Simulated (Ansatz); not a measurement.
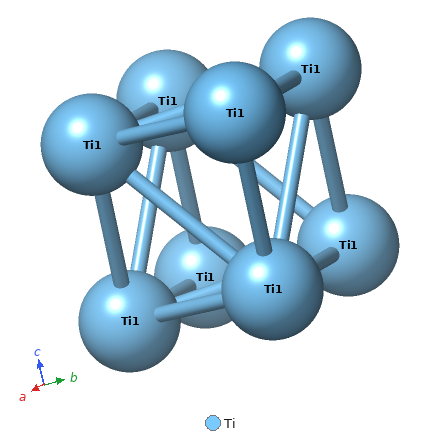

The system is Ti (Fm-3m, No. 225; 1 atom in the cell); the picture shows the reference structure. 
- The energy is mapped over two homogeneous strains (x, y and z along the cube axes).
- First axis: normal strain along x. Second axis: normal strain along y.
- Nothing is relaxed (symmetry fixes all fractional coordinates).
- The grid has 7 × 7 points; 28 points were computed and 21 follow by symmetry.
- Points are written as (first, second).
- All energies are given in meV/atom relative to the lowest grid point.
- Method: DFT PBE, scalar-relativistic, plane waves, PAW in Ansatz. Settings: cutoff 520 eV, k-mesh 18×18×18, gaussian smearing 0.15 eV, no spin polarisation.

Its coordinates:

```yaml
crystal:
  lattice:
    - [0.00000, 2.05586, 2.05586]
    - [2.05586, 0.00000, 2.05586]
    - [2.05586, 2.05586, 0.00000]
  atoms:
    - { symbol: Ti, position: [0.00000, 0.00000, 0.00000] }
```

Range: normal strain along x from −7.00 to 7.00 %; normal strain along y from −7.00 to 7.00 %.

Predict the map.

The lowest grid point is at (0.00 %, 0.00 %). It is the only kind of minimum in the scanned range. The highest grid point, (−7.00 %, −7.00 %), lies 138 meV/atom above the lowest. Round the minimum the valley is strongly tilted: raising normal strain along x shifts the best value of normal strain along y downwards (coupling k₁₂/√(k₁₁k₂₂) about 0.7).

```tsv
normal strain along y ↓, normal strain along x →	−7.00	−4.67	−2.33	0.00	2.33	4.67	7.00
7.00	17	14	19	31	50	75	105
4.67	16	8	7	14	28	49	75
2.33	23	9	2	4	12	28	50
0.00	38	17	4	0	4	14	31
−2.33	62	33	14	4	2	7	19
−4.67	95	59	33	17	9	8	14
−7.00	138	95	62	38	23	16	17
```

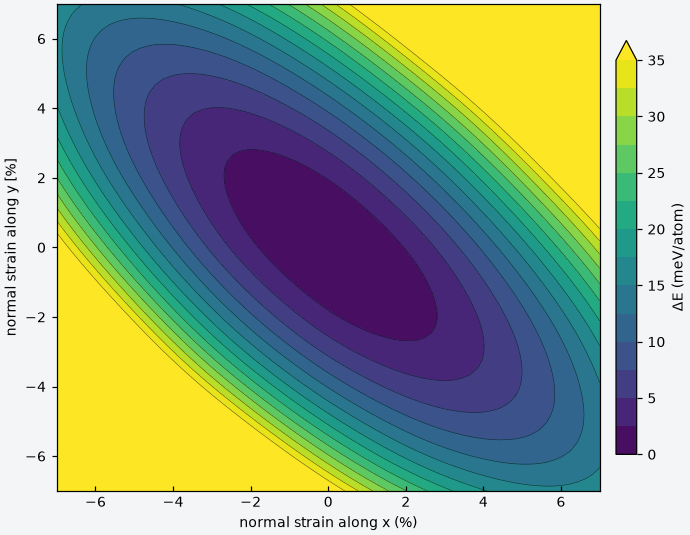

In the figure: filled contours, one colour for all values above the top of the scale. Between grid points the surface is interpolated.

Each point was launched as `ansatz run input.yaml --threads 1 --pin off --max-ram 2048MiB --backend cpu --events-out ev --progress --plain --runs-dir out`. The whole map (28 points run) took 7.8 min on 1 thread of Arm Neoverse N1 (shared host).

PAW datasets: the set soft_1.
